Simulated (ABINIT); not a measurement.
G0W0 calculation, with input and output: CO2 (part 1 of 3)

CO2 (6 atoms in the cell), computed with Kohn-Sham DFT of a periodic cell, PBEsol, PseudoDojo NC SR PBEsol v0.4.1 standard, G0W0, no spin polarisation (ABINIT 10.8.3).

The structure derives from a Materials Project entry.

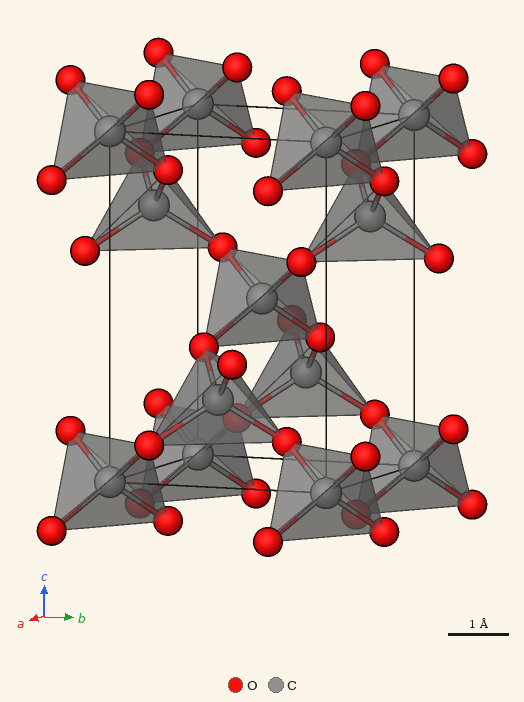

Fig. 1: The structure (polyhedral view of the cell 2 times as large as that of the calculation, set on its symmetry axes, seen slightly off an axis; polyhedra are completed across the faces of the cell). An atom can appear more than once, as a periodic image.

Key numbers:

```tsv
quantity	value
outcome	converged
space group (tolerance 0.01 Å)	I-42d (122)
electrons treated	32
quasiparticle gap	10.74 eV
gap on the k-point mesh	7.64 eV
hardware	4 threads of Intel Xeon (Granite Rapids), 176 GiB of memory available, shared host
wall time	20 min (CPU time 81 min)
peak memory	9.1 GiB
```

Notes:

Further notes kept with the run: Slow version without MPI-IO support. Processors send data to master. Points of doubt noted for this run: bands and screening cutoff small; k mesh coarse for many body.

Input file:
```
# Datasets
ndtset 4

# Pseudopotentials
pp_dirpath "./"
pseudos "O.upf, C.upf"

# Structure
acell 3*1.0
rprim
    -3.7025180216     3.7025180216     5.6070327650
     3.7025180216    -3.7025180216     5.6070327650
     3.7025180216     3.7025180216    -5.6070327650
ntypat 2
znucl 8 6
natom 6
typat 1 1 1 1 2 2
chkprim 0
chksymtnons 0
tolsym 1.0e-6
xred
            7/8   0.9578506000   0.5828506000
            3/8   0.2921494000   0.4171494000
   0.0421494000            5/8   0.9171494000
   0.7078506000            1/8   0.0828506000
            0.0            0.0            0.0
            3/4            1/4            1/2

# Plane-wave basis
ecut 1142.878222 eV
ecutsm 0.5

# k points
kptopt 1
ngkpt 4 4 4
nshiftk 1
shiftk 0.0 0.0 0.0
istwfk *1

# Exchange and correlation
ixc -116133

# Bands and occupations
occopt 1

# SCF cycle
nstep 80
diemac 6.0

# Output
iomode 3
prteig 0
prtebands 0

# Dataset 1: ground state
nband1 16
tolvrs1 1.0e-12
prtden1 1
prtwf1 0

# Dataset 2: empty bands at fixed density
iscf2 -2
getden2 1
nband2 162
nbdbuf2 14
tolwfr2 1.0e-12
nstep2 120
prtden2 0

# Dataset 3: screening
optdriver3 3
getwfk3 2
nband3 148
ecuteps3 9.0
ecutwfn3 25.0
inclvkb3 2
ppmodel3 1
gwcomp3 1
gwencomp3 2.0

# Dataset 4: self-energy
optdriver4 4
getwfk4 2
nband4 148
ecuteps4 9.0
ecutsigx4 42.0
ecutwfn4 42.0
symsigma4 1
getscr4 3
ppmodel4 1
gw_qprange4 0
gwcomp4 1
gwencomp4 2.0
```

Launch command:
```bash
mpirun --bind-to none -np 4 abinit run.abi > log 2>&1
```

The program's output:
```
.Version 10.8.3 of ABINIT
 DATASET    1 : space group I-4 2 d (#122); Bravais tI (body-center tetrag.)
================================================================================
 Values of the parameters that define the memory need for DATASET  1.
     intxc =       0    ionmov =       0      iscf =       7    lmnmax =       5
     lnmax =       5     mgfft =      48  mpssoang =       3    mqgrid =    3001
     natom =       6  nloc_mem =       1    nspden =       1   nspinor =       1
    nsppol =       1      nsym =       8    n1xccc =    2501    ntypat =       2
    occopt =       1   xclevel =       2
       mpw =        4020          nfft =      110592          nkpt =          13
================================================================================
================================================================================

 DATASET    2 : space group I-4 2 d (#122); Bravais tI (body-center tetrag.)
================================================================================
 Values of the parameters that define the memory need for DATASET  2.
     intxc =       0    ionmov =       0      iscf =      -2    lmnmax =       5
     lnmax =       5     mgfft =      48  mpssoang =       3    mqgrid =    3001
     natom =       6  nloc_mem =       1    nspden =       1   nspinor =       1
    nsppol =       1      nsym =       8    n1xccc =    2501    ntypat =       2
    occopt =       1   xclevel =       2
       mpw =        4020          nfft =      110592          nkpt =          13
================================================================================
================================================================================

 DATASET    3 : space group I-4 2 d (#122); Bravais tI (body-center tetrag.)
================================================================================
 Values of the parameters that define the memory need for DATASET  3.
     intxc =       0    ionmov =       0      iscf =       7    lmnmax =       5
     lnmax =       5     mgfft =      36  mpssoang =       3    mqgrid =    3001
     natom =       6  nloc_mem =       1    nspden =       1   nspinor =       1
    nsppol =       1      nsym =       8    n1xccc =    2501    ntypat =       2
    occopt =       1   xclevel =       2
       mpw =        1868          nfft =       46656          nkpt =          13
================================================================================
================================================================================

 DATASET    4 : space group I-4 2 d (#122); Bravais tI (body-center tetrag.)
================================================================================
 Values of the parameters that define the memory need for DATASET  4.
     intxc =       0    ionmov =       0      iscf =       7    lmnmax =       5
     lnmax =       5     mgfft =      48  mpssoang =       3    mqgrid =    3001
     natom =       6  nloc_mem =       1    nspden =       1   nspinor =       1
    nsppol =       1      nsym =       8    n1xccc =    2501    ntypat =       2
    occopt =       1   xclevel =       2
       mpw =        4020          nfft =      110592          nkpt =          13
================================================================================
================================================================================

--------------------------------------------------------------------------------
------------- Echo of variables that govern the present computation ------------
--------------------------------------------------------------------------------
 -outvars: echo values of preprocessed input variables --------
            acell      1.0000000000E+00  1.0000000000E+00  1.0000000000E+00 Bohr
              amu      1.59994000E+01  1.20110000E+01
          chkprim           0
      chksymtnons           0
           diemac      6.00000000E+00
             ecut1     4.20000000E+01 Hartree
             ecut2     4.20000000E+01 Hartree
             ecut3     2.50000000E+01 Hartree
             ecut4     4.20000000E+01 Hartree
          ecuteps1     0.00000000E+00 Hartree
          ecuteps2     0.00000000E+00 Hartree
          ecuteps3     9.00000000E+00 Hartree
          ecuteps4     9.00000000E+00 Hartree
         ecutsigx1     0.00000000E+00 Hartree
         ecutsigx2     0.00000000E+00 Hartree
         ecutsigx3     0.00000000E+00 Hartree
         ecutsigx4     4.20000000E+01 Hartree
           ecutsm      5.00000000E-01 Hartree
          ecutwfn1     0.00000000E+00 Hartree
          ecutwfn2     0.00000000E+00 Hartree
          ecutwfn3     2.50000000E+01 Hartree
          ecutwfn4     4.20000000E+01 Hartree
           getden1          0
           getden2          1
           getden3          0
           getden4          0
           getscr1          0
           getscr2          0
           getscr3          0
           getscr4          3
           getwfk1          0
           getwfk2          0
           getwfk3          2
           getwfk4          2
           gwcomp1          0
           gwcomp2          0
           gwcomp3          1
           gwcomp4          1
             iscf1          7
             iscf2         -2
             iscf3          7
             iscf4          7
              ixc     -116133
           jdtset        1    2    3    4
         kptrlatt        4    0    0      0    4    0      0    0    4
          kptrlen      2.96201442E+01
            natom           6
            nband1         16
            nband2        162
            nband3        148
            nband4        148
           nbdbuf1          0
           nbdbuf2         14
           nbdbuf3          0
           nbdbuf4          0
           ndtset           4
            ngfft1         48      48      48
            ngfft2         48      48      48
            ngfft3         36      36      36
            ngfft4         48      48      48
             nkpt          13
           npweps1          0
           npweps2          0
           npweps3        379
           npweps4        379
          npwsigx1          0
          npwsigx2          0
          npwsigx3          0
          npwsigx4       3969
            nstep1         80
            nstep2        120
            nstep3         80
            nstep4         80
             nsym           8
           ntypat           2
        optdriver1          0
        optdriver2          0
        optdriver3          3
        optdriver4          4
           prtden1          1
           prtden2          0
           prtden3          1
           prtden4          1
        prtebands           0
           prteig           0
            prtwf1          0
            prtwf2          1
            prtwf3          1
            prtwf4          1
            rprim     -3.7025180216E+00  3.7025180216E+00  5.6070327650E+00
                       3.7025180216E+00 -3.7025180216E+00  5.6070327650E+00
                       3.7025180216E+00  3.7025180216E+00 -5.6070327650E+00
          spgroup         122
           tolsym      1.00000000E-06
           tolvrs1     1.00000000E-12
           tolvrs2     0.00000000E+00
           tolvrs3     0.00000000E+00
           tolvrs4     0.00000000E+00
           tolwfr1     0.00000000E+00
           tolwfr2     1.00000000E-12
           tolwfr3     0.00000000E+00
           tolwfr4     0.00000000E+00
            typat      1  1  1  1  2  2
           xangst      1.3043004784E+00  9.7964407933E-01  3.7088924475E+00
                       6.5498768029E-01  9.7964407933E-01  7.4177848950E-01
                       2.9389322380E+00  6.5498768029E-01 -7.4177848950E-01
                      -9.7964407933E-01  1.3043004784E+00  2.2253354685E+00
                       0.0000000000E+00  0.0000000000E+00  0.0000000000E+00
                       0.0000000000E+00  1.9592881587E+00  1.4835569790E+00
            xcart      2.4647706900E+00  1.8512590108E+00  7.0087909562E+00
                       1.2377473316E+00  1.8512590108E+00  1.4017581912E+00
                       5.5537770324E+00  1.2377473316E+00 -1.4017581913E+00
                      -1.8512590108E+00  2.4647706900E+00  4.2052745738E+00
                       0.0000000000E+00  0.0000000000E+00  0.0000000000E+00
                       0.0000000000E+00  3.7025180216E+00  2.8035163825E+00
             xred      8.7500000000E-01  9.5785060000E-01  5.8285060000E-01
                       3.7500000000E-01  2.9214940000E-01  4.1714940000E-01
                       4.2149400000E-02  6.2500000000E-01  9.1714940000E-01
                       7.0785060000E-01  1.2500000000E-01  8.2850600000E-02
                       0.0000000000E+00  0.0000000000E+00  0.0000000000E+00
                       7.5000000000E-01  2.5000000000E-01  5.0000000000E-01
            znucl        8.00000    6.00000

================================================================================

 chkinp: Checking input parameters for consistency, jdtset=   1.

 chkinp: Checking input parameters for consistency, jdtset=   2.

 chkinp: Checking input parameters for consistency, jdtset=   3.

 chkinp: Checking input parameters for consistency, jdtset=   4.

================================================================================
== DATASET  1 ==================================================================

--- !DatasetInfo
iteration_state: {dtset: 1, }
dimensions: {natom: 6, nkpt: 13, mband: 16, nsppol: 1, nspinor: 1, nspden: 1, mpw: 4020, }
cutoff_energies: {ecut:  42.0, pawecutdg:  -1.0, }
electrons: {nelect:   3.20000000E+01, charge:   0.00000000E+00, occopt:   1.00000000E+00, tsmear:   1.00000000E-02, }
meta: {optdriver: 0, ionmov: 0, optcell: 0, iscf: 7, paral_kgb: 0, }
...

 Real(R)+Recip(G) space primitive vectors, cartesian coordinates (Bohr,Bohr^-1):
 R(1)= -3.7025180  3.7025180  5.6070328  G(1)=  0.0000000  0.1350432  0.0891737
 R(2)=  3.7025180 -3.7025180  5.6070328  G(2)=  0.1350432  0.0000000  0.0891737
 R(3)=  3.7025180  3.7025180 -5.6070328  G(3)=  0.1350432  0.1350432  0.0000000
 Unit cell volume ucvol=  3.0745917E+02 bohr^3
 Angles (23,13,12)=  1.22287244E+02  1.22287244E+02  8.60820240E+01 degrees

 getcut: wavevector=  0.0000  0.0000  0.0000  ngfft=  48  48  48
         ecut(hartree)=     42.000   => boxcut(ratio)=   2.14489

--- Pseudopotential description ------------------------------------------------
- pspini: atom type   1  psp file is ./O.upf
   8.00000   6.00000  180301                  znucl, zion, pspdat
12 -116133 2 -1 936                           pspcod,pspxc,lmax,lloc,mmax
     nproj     2     2     1

- pspini: atom type   2  psp file is ./C.upf
   6.00000   4.00000  180301                  znucl, zion, pspdat
12 -116133 1 -1 1248                          pspcod,pspxc,lmax,lloc,mmax
     nproj     2     2     0

   1.07566687E+03                                ecore*ucvol(ha*bohr**3)
--------------------------------------------------------------------------------

================================================================================

--- !BeginCycle
iteration_state: {dtset: 1, }
solver: {iscf: 7, nstep: 80, nline: 4, wfoptalg: 0, }
tolerances: {tolvrs: 1.00E-12, }
...

     iter   Etot(hartree)      deltaE(h)  residm     vres2
 ETOT  1  -77.637843932667    -7.764E+01 2.459E-01 4.619E+02
 ETOT  2  -77.745108937590    -1.073E-01 7.868E-04 3.733E+02
 ETOT  3  -77.843327783911    -9.822E-02 6.875E-04 8.660E+00
 ETOT  4  -77.845037544559    -1.710E-03 5.069E-06 6.273E-01
 ETOT  5  -77.845144077791    -1.065E-04 1.080E-06 5.277E-02
 ETOT  6  -77.845151605325    -7.528E-06 5.100E-08 1.025E-03
 ETOT  7  -77.845151856390    -2.511E-07 1.904E-09 1.191E-04
 ETOT  8  -77.845151876141    -1.975E-08 9.023E-11 2.228E-06
 ETOT  9  -77.845151876437    -2.956E-10 2.895E-12 7.985E-09
 ETOT 10  -77.845151876437    -4.832E-13 2.457E-14 9.098E-10
 ETOT 11  -77.845151876437    -9.948E-14 1.374E-15 3.336E-11
 ETOT 12  -77.845151876439    -1.407E-12 4.107E-17 7.091E-13

 At SCF step   12       vres2   =  7.09E-13 < tolvrs=  1.00E-12 =>converged.
```
